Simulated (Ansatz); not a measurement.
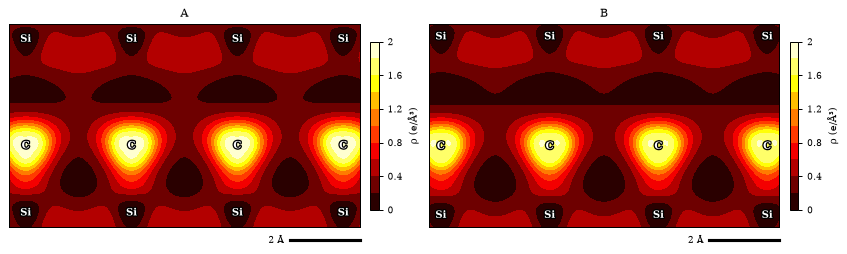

SiC. The valence charge density (pseudo) of two cells that differ in size, on the (010) plane of each (indices in the axes of the calculation cell), at one length scale and on one colour scale; one has 9.7 and the other 10.5 Å³ an atom.

The calculation used Kohn-Sham DFT of a periodic cell, revPBE, Ansatz PAW (Ansatz).

Core electrons are frozen (PAW), and the valence fields are smoothed inside the atomic spheres.

> Which panel shows the smaller cell, and what does the compression change?

Panel A is the smaller cell, by 8 % in volume. From the larger cell to the smaller, Si–C goes from 1.96 to 1.90 Å, and the density at its midpoint from 0.79 to 0.85 e/Å³; the pressure goes from 1.7 to 22 GPa; the Kohn–Sham gap goes from 2.5 eV to 2.4 eV.
